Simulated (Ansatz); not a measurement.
## Run report: HfO$_{2}$, single-point calculation

The run: single-point calculation of HfO$_{2}$ (Fm-3m, 3 atoms in the cell). Method and program: DFT PBE, scalar-relativistic, plane waves, PAW, no spin polarisation (Ansatz 0.2.0).

The structure derives from an entry of the Crystallography Open Database. It belongs to a series of runs on one base structure; here: band edges and mean potential of the bulk.

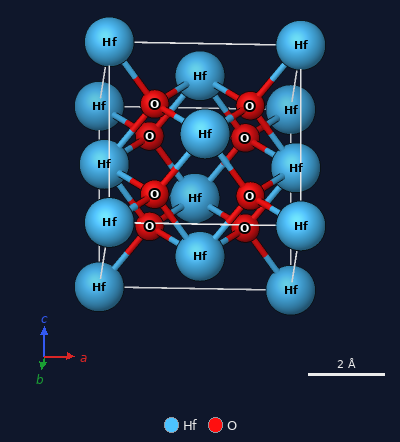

The input geometry (ball-and-stick view of the cell 4 times as large as that of the calculation, set on its symmetry axes, seen at an oblique angle). An atom can appear more than once, as a periodic image.

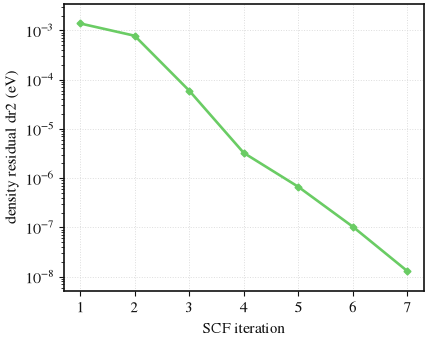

Convergence of the self-consistent field: density residual dr2 against the SCF iteration. The residual falls at every step.

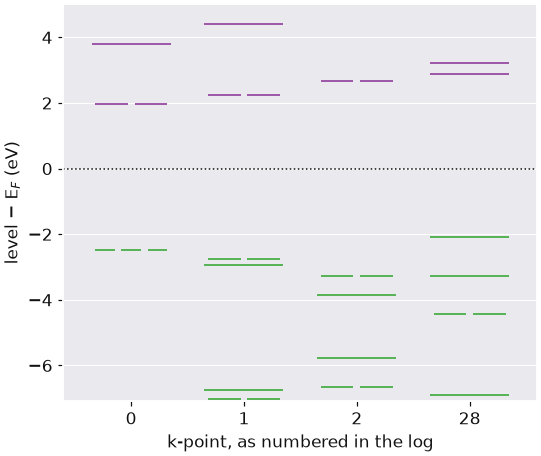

Kohn–Sham levels near the Fermi level (dotted) at the few k-points that the log prints; levels within 0.02 eV of each other stand side by side. Among these points the highest filled and lowest empty levels are 4.05 eV apart; the gap on the full mesh, 3.75 eV, has an edge at a point that isn't printed.

The input and output of the run follow.

**Input file**
```yaml
crystal:
  lattice:
    - [0.0, 2.5488057611, 2.5488057611]
    - [2.5488057611, 0.0, 2.5488057611]
    - [2.5488057611, 2.5488057611, 0.0]
  atoms:
    - { symbol: Hf, position: [0.0, 0.0, 0.0] }
    - { symbol: O, position: [0.25, 0.25, 0.25] }
    - { symbol: O, position: [0.75, 0.75, 0.75] }
basis:
  ecutwfc: 420
kpoints:
  mp_grid: { grid: [8, 8, 8] }
  band_path: { path: [VBM, CBM], npoints: 2 }
hamiltonian:
  xc: pbe
scf:
  occupations: { method: gaussian, width: 0.02 }
output:
  forces: true
  stress: true
  eigenvalues: true
```

Launched with:
```bash
ansatz run input.yaml --threads 8 --pin off --max-ram 20480MiB --backend cpu --events-out ev --progress --plain --runs-dir out
```

**Output**
```
Engine: ansatz 0.2.0, x86_64-unknown-linux-gnu
Pseudopotentials: kind: paw
Pseudopotential: Hf, paw, valence charge 26, recommended cutoff 420 eV (normal), Hf.paw.azcp
Pseudopotential: O, paw, valence charge 6, recommended cutoff 420 eV (normal), O.paw.azcp
Functional definition: PBE
  parameter kappa = 0.804
  parameter beta = 0.06672455060314922
  exchange = pbe_x(kappa = kappa, mu = beta*pi^2/3)
  correlation = pbe_c(beta = beta)
Crystal: 3 atoms, lattice volume = 33.116 Å³
Basis set: ecut = 420 eV, 645 PW (Γ), exchange–correlation on 50×50×50 points (8 copies of the dense FFT grid, shifted against one another)
Bands: 23, of which v1, the nominal top of the filled ones, is band 19 counted from 1 (18 counted from 0)
Symmetry: 48 space group operations
Space group: Fm-3m (ITA 225), of the structure as read, at distance tolerance 3.2e-5 Å
k-points: 29 of 512
Non-local potential: Hf, projectors of the file, l = 0: 3, l = 1: 2, l = 2: 2, l = 3: 3
Non-local potential: O, projectors of the file, l = 0: 2, l = 1: 2, l = 2: 1
PAW form: soft (Blöchl's): semilocal exchange-correlation on the pseudo side does not see the compensation charge
PAW one-centre angular grid: Hf, 590 points (default); XC on 64 Gauss nodes
PAW one-centre angular grid: O, 110 points (default); XC on 64 Gauss nodes
Initial density: superposition of atomic densities (neutral atoms: chi_scale 0, normalization atom), corrected by the library's trained network
Initial wavefunctions: pseudopotential atomic-orbital guess
Functional: x = pbe(κ = 0.804, μ = 0.2195149727645171), c = pbe(β = 0.06672455060314922)
SCF iter   1: F=—  HF=-16861.408998 eV  |F-HF|=—  |Δ(HF+E_count)|=         —  Δρ=2.42e-3  dr2=1.38e-3  ethr=1.77e-3  ⟨swp⟩=5.0  Hψ=2493  notcnv=0
preconditioner: auto → none  [insulator: Δε(μ)=3.764 eV  Ē_g=18.198 eV  σ=0.020 eV  W_gap=1.00  n_scr=14 (ndim 8)  ℏωp=38.7 eV  f_vac=0.064  D(μ)=0.00/eV (n_scr^D=0)  ε∞_Penn≈5.5]
SCF iter   2: F=—  HF=-16861.409934 eV  |F-HF|=—  |Δ(HF+E_count)|=   9.36e-4  Δρ=1.82e-3  dr2=7.77e-4  ethr=3.64e-6  ⟨swp⟩=2.0  Hψ=1501  notcnv=0
SCF iter   3: F=—  HF=-16861.409843 eV  |F-HF|=—  |Δ(HF+E_count)|=   9.10e-5  Δρ=6.87e-4  dr2=5.97e-5  ethr=2.05e-6  ⟨swp⟩=2.0  Hψ=1021  notcnv=0
SCF iter   4: F=—  HF=-16861.410124 eV  |F-HF|=—  |Δ(HF+E_count)|=   2.81e-4  Δρ=1.09e-4  dr2=3.25e-6  ethr=1.57e-7  ⟨swp⟩=2.0  Hψ=1217  notcnv=0
SCF iter   5: F=—  HF=-16861.410123 eV  |F-HF|=—  |Δ(HF+E_count)|=   6.44e-7  Δρ=5.46e-5  dr2=6.66e-7  ethr=8.54e-9  ⟨swp⟩=2.0  Hψ=1024  notcnv=0
SCF iter   6: F=—  HF=-16861.410123 eV  |F-HF|=—  |Δ(HF+E_count)|=   1.06e-7  Δρ=2.41e-5  dr2=1.03e-7  ethr=1.75e-9  ⟨swp⟩=3.0  Hψ=1238  notcnv=0
SCF iter   7: F=-16861.410123 eV  HF=-16861.410123 eV  |F-HF|=8.06e-9  |Δ(HF+E_count)|=   3.19e-9  Δρ=7.02e-6  dr2=1.29e-8  ethr=2.63e-10  ⟨swp⟩=4.6  Hψ=2596  notcnv=0
SCF 1 converged in 7 iterations: F = -16861.410123 eV  dr2 = 1.29e-8
  greatest PAW one-centre occupation: 0.999 electrons in one spin orbital (limit 2), on the Hf atom at site 0 (counted from 0), in its partial waves of l = 3
NSCF: frozen V_eff on 16 k-points
NSCF: frozen V_eff on 16 k-points
NSCF: frozen V_eff on 12 k-points
NSCF: frozen V_eff on 11 k-points
NSCF: frozen V_eff on 3 k-points
NSCF: frozen V_eff on 3 k-points
NSCF: frozen V_eff on 3 k-points
NSCF: frozen V_eff on 3 k-points
NSCF: frozen V_eff on 3 k-points
SCF converged after 7 iterations
Free energy (F): -16861.410123 eV
Harris-Foulkes:  -16861.410123 eV  (|F-HF|=8.06e-9)
Internal energy: -16861.410123 eV  (E = F + TS)
E sigma→0 (E₀):  -16861.410123 eV
Fermi energy:    17.602092 eV
--- Per-component energies (eV) ---
  E_band       = 40.210867
  E_kinetic    = 770.766974
  E_local      = -5782.486812  (includes V_loc(G=0)·N_el)
  E_nonlocal   = -1147.453628
  E_hartree    = 2649.096971
  E_xc         = -447.581231
  E_vxc        = -454.596208  (∫ρ·V_xc dr)
  E_paw        = -7242.404438  (= ΣΔE_a)
  E_vpaw       = 1355.788937  (= ΣTr[D̂ρ^β])
  E_aug_tail   = 0.005008  (compensation charges beyond the density's cutoff)
  E_ewald      = -5661.352967
  E_smearing   = -0.000000  (= −TS)
  E_closure    = -0.000000  (closes the sum)
  Σ components = -16861.410123   (vs F -16861.410123, Δ=0.00e0)
--- Forces (eV/Å), atoms counted from 1 ---
  atom   1  Hf    -0.00000000     0.00000000     0.00000000
  atom   2  O      0.00000000    -0.00000000    -0.00000000
  atom   3  O     -0.00000000    -0.00000000    -0.00000000
  max |Σ_I F_I| component: 2.31e-18 eV/Å
--- Stress (GPa, compression-positive) ---
       -0.003479       0.000000       0.000000
       -0.000000      -0.003479       0.000000
        0.000000       0.000000      -0.003479
  P = ⅓ Tr σ = -0.0035 GPa (-0.035 kbar)
--- Band table (eV; the first three rows and the last of 29) ---
  k-point 0: bands = ["-45.3805", "-13.9103", "-13.9103", "-13.9103", "-2.9438", "-0.1623", "4.7228", "4.7228", "4.7228", "4.7861", "4.7861", "4.7861", "4.9858", "10.4370", "10.4370", "10.4370", "15.1183", "15.1183", "15.1183", "19.5753", "19.5753", "21.3859", "25.9621"]
  k-point 1: bands = ["-45.3786", "-13.9742", "-13.9173", "-13.9173", "-2.7455", "-0.2995", "4.7258", "4.7258", "4.7266", "4.7808", "4.7808", "4.7863", "4.9424", "10.5876", "10.5876", "10.8542", "14.6591", "14.8394", "14.8394", "19.8531", "19.8531", "21.9972", "25.2874"]
  k-point 2: bands = ["-45.3741", "-14.1230", "-13.9341", "-13.9341", "-2.2743", "-0.5838", "4.7318", "4.7318", "4.7384", "4.7703", "4.7703", "4.7866", "4.8648", "10.9575", "10.9575", "11.8177", "13.7489", "14.3257", "14.3257", "20.2700", "20.2700", "22.6529", "24.7781"]
  k-point 28: bands = ["-45.3634", "-14.1894", "-14.1894", "-14.0293", "-1.0694", "-1.0694", "4.7488", "4.7507", "4.7515", "4.7561", "4.7561", "4.7767", "4.7767", "10.4951", "10.7062", "13.1738", "13.1738", "14.3142", "15.5248", "20.4832", "20.8153", "22.6738", "22.6738"]
```

**Key numbers**

- outcome: converged
- space group (tolerance 0.01 Å): Fm-3m (225)
- electrons treated: 38
- free energy: −16861.4101 eV
- Fermi energy: 17.602 eV
- gap on the k-point mesh: 3.75 eV
- gap on the band path: 3.75 eV
- pressure: 0.00 GPa
- largest force (length of the vector): under 0.001 eV/Å
- hardware: 8 threads of Intel Xeon (Granite Rapids), 32 GiB of memory available, shared host
- wall time: 0.73 s (CPU time 2.5 s)
- peak memory: 0.4 GiB

Spin–orbit coupling is left out, which matters for Hf.
